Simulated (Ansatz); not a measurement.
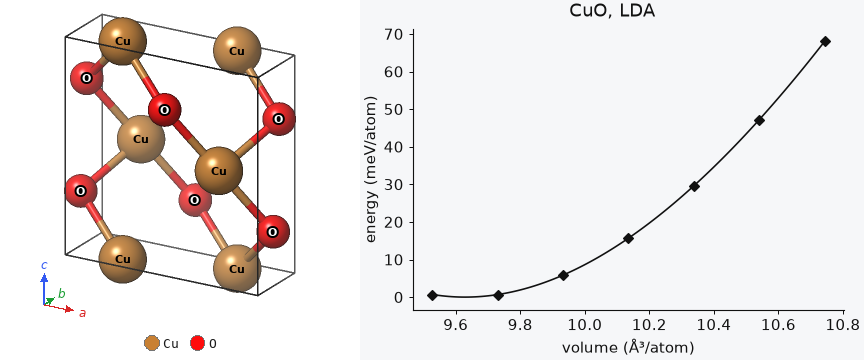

The plot gives the computed energy against volume for CuO, space group C2/c (No. 15). The conventional cell is drawn beside the plot.

Structure:
```cif
data_structure
_symmetry_space_group_name_H-M 'P 1'
_symmetry_Int_Tables_number 1
_cell_length_a 2.9005
_cell_length_b 2.9005
_cell_length_c 5.1288
_cell_angle_alpha 97.690
_cell_angle_beta 97.690
_cell_angle_gamma 72.315
_cell_volume 40.54
loop_
_atom_site_label
_atom_site_type_symbol
_atom_site_fract_x
_atom_site_fract_y
_atom_site_fract_z
_atom_site_occupancy
Cu1 Cu 0.50000 0.00000 0.50000 1
Cu2 Cu 0.00000 0.50000 0.00000 1
O1 O 0.41840 0.58160 0.75000 1
O2 O 0.58160 0.41840 0.25000 1
```

Computed with Ansatz 0.2.0: all-electron LAPW DFT, no spin polarisation; energies at scaled volumes of the given cell, shape and fractions fixed, counted from the fit's minimum, third-order Birch-Murnaghan fit. Level: LDA.

- k mesh: 10×10×5
- occupations: Fermi–Dirac
- smearing width: 0.05 eV
- potentials: all electron LAPW, scalar relativistic
- program settings: basis error eV/atom 0.002

From this curve and the settings, what does the calculation give for the pressure at the same points?

The pressure falls from 2.28 GPa at volume 9.53 Å³/atom to −17.65 GPa at 10.74 Å³/atom, and changes sign near 9.63 Å³/atom.

```csv
volume (Å³/atom),pressure (GPa)
9.53,2.28
9.73,-2.11
9.93,-6.00
10.13,-9.46
10.34,-12.53
10.54,-15.24
10.74,-17.65
```

Limits of the calculation: shape and atomic fractions are frozen while scaling, which makes layered, chain and framework solids too stiff.
